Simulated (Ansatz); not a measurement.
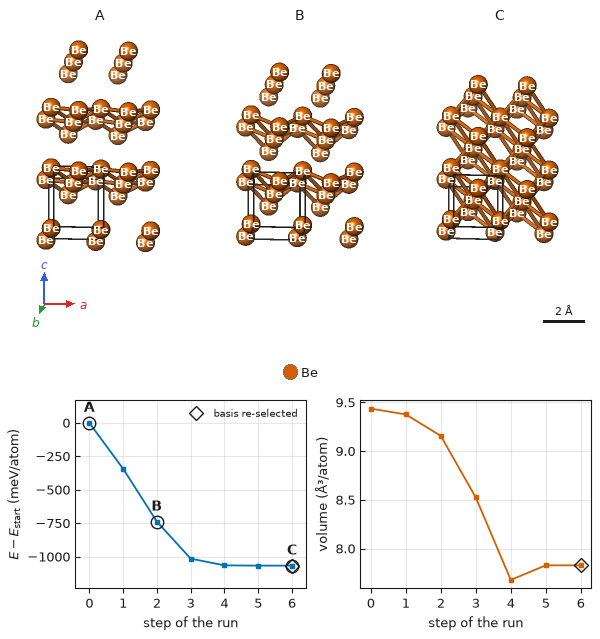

Frames of a relaxation of crystalline Be (a generated structure, set up in P4/nmm) (coarse preliminary run), marked on the history of the run. The picture is a ball-and-stick view of the cell of the calculation, repeated 2 × 2 × 3 with one cell outlined, seen from a free direction.

These are results of Ansatz 0.2.0, DFT PBE, scalar-relativistic, plane waves, PAW, not measurements. Settings: plane-wave cutoff 420 eV; k-point mesh 8 × 8 × 6; occupations gaussian; smearing width 0.1 eV; no spin polarisation; cell and atoms relaxed; force threshold 0.04 eV/Å; at most 70 steps.

### What happens along the run?

The energy falls by 1067 meV per atom in 5 accepted moves (6 points after the start). Largest force component: 2.7 eV/Å at the start, 0.002 eV/Å at the end. Pressure: 29.53 GPa at the start and −0.01 GPa at the end. At 1 point the geometry stayed and the basis and grid were re-selected for the new cell (energy shift of 0.2 meV per atom at most each time). The largest moves relative to the cell, 0.48 Å, are those of Be atoms. Cell: a = b 2.474 → 2.434 Å (−1.6 %), c 3.083 → 2.643 Å (−14.3 %). Volume −17.0 %. Near-neighbour distances that change, for instance: Be–Be 3.177 → 2.170 Å, Be–Be 1.802 → 2.170 Å. New bonds form: Be–Be (3.18 → 2.17 Å). Among the angles between lasting bonds that change: Be–Be–Be 152.3° → 104.9°, Be–Be–Be 86.7° → 68.2°. The space group (tolerance 0.01 Å) goes from P4/nmm (No. 129) to I4/mmm (No. 139). Cost: 3.9 s on 1 thread of Arm Neoverse V2 (shared host), peak memory 0.26 GiB. From step 0 to 2: Be atoms move most (0.25 Å), volume −3.0 %, energy −738 meV per atom. From step 2 to 6: Be atoms move most (0.24 Å), volume −14.5 %, energy −329 meV per atom.

```
step  E − E(0), meV/atom  largest force component, eV/Å  pressure, GPa  volume, Å³/atom                      note
   0                0.00                         2.6746          29.53            9.437                          
   1             -342.88                         2.4724          14.64            9.377                          
   2             -737.93                         1.8366          -2.34            9.157                          
   3            -1014.25                         0.7718          -7.84            8.525                          
   4            -1064.70                         0.1624           2.55            7.679                          
   5            -1066.74                         0.0021           0.02            7.829                          
   6            -1066.57                         0.0020          -0.01            7.829  same geometry, new basis
```
